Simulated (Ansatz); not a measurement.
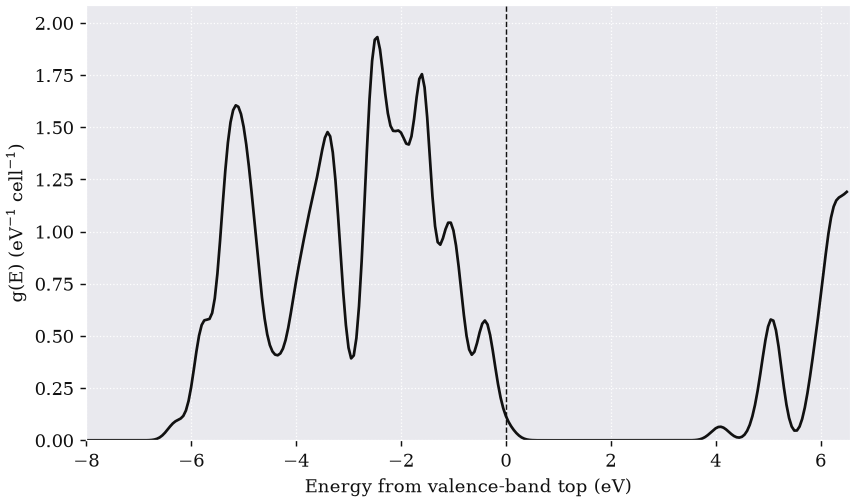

Density of states. Energies are counted from the top of the valence band. The curve is built from the levels of the k mesh with Gaussians 0.4 eV wide, which also blur the band edges.

Structure: BeS, space group F-43m (No. 216), 2 atoms in the cell.

Computed with Ansatz 0.2.0: DFT, HSE06, plane waves, PAW, no spin polarisation, 6×6×6 k mesh, 420 eV cutoff.

Is there a gap at the Fermi level, and how wide?

Answer. There is a gap; over the k points computed it is 4.09 eV (indirect; the smallest direct gap is 6.80 eV).

How wide is the upper valence band?

Answer. The upper group of valence states starts about 6.3 eV under the valence-band top, with a gap beneath it; it holds about 6 electrons a cell.
